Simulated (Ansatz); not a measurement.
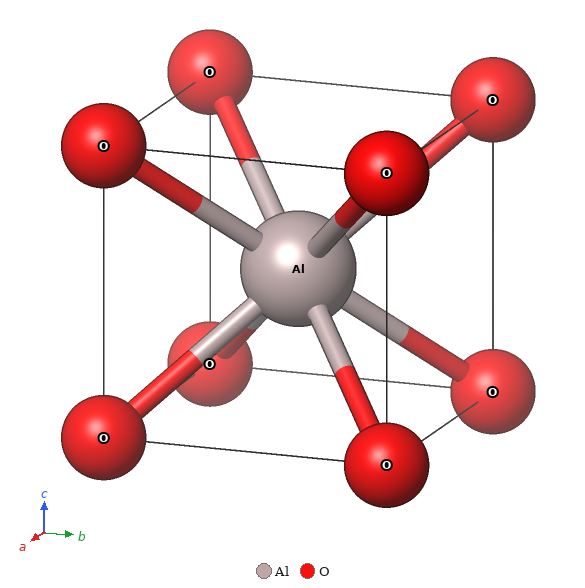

Ball-and-stick representation of a periodic structure, projected slightly off an axis. Atoms at the boundary of the conventional unit cell (the box) are drawn once for each face, edge or corner they touch. Cell: a = 2.77 Å, b = 2.77 Å, c = 2.77 Å, α = 90.00°, β = 90.00°, γ = 90.00°.

Origin of the cell: a random cell made by a generator, so it need not be a real form of the compound. Earlier steps of the study may have refined or changed the cell and positions. Ansatz was used for an electronic-structure calculation on it.

Question: Characterise what is shown.

Answer: The material is AlO. Its lattice is primitive cubic, its space group Pm-3m (No. 221). Among the common structure types it is caesium chloride (CsCl, B2) type. Atoms per cell: 2 (1 Al, 1 O). Coordination numbers (contacts within bonding distance): Al 8 and O 8.

Run with DFT PBE, scalar-relativistic, plane waves, PAW (Ansatz 0.2.0) and these settings: 420 eV cutoff, a 20×20×20 k-point grid, Gaussian smearing of 0.1 eV, no spin polarisation.

Question: Classify it as metallic or gapped, with the value.

Answer: A metal: bands cross the Fermi level.

Question: What does a Bader analysis give?

Answer: Al +1.61 e; O -1.61 e.

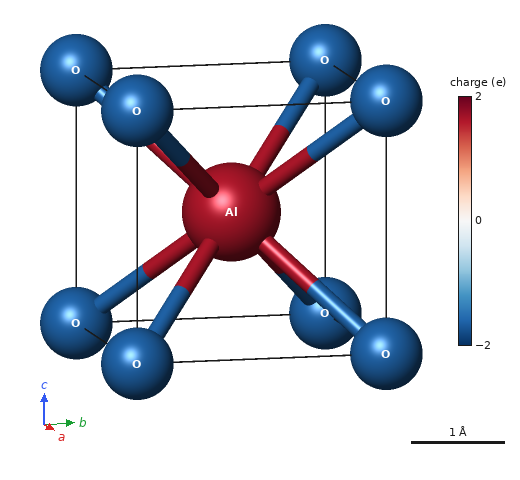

The atoms coloured by those charges. The run's cell of 2 atoms is drawn.

Question: Does this geometry sit at a stationary point of the energy?

Answer: Yes. All forces vanish to within 0.01 eV/Å. The pressure is 0.0 GPa, close to zero.
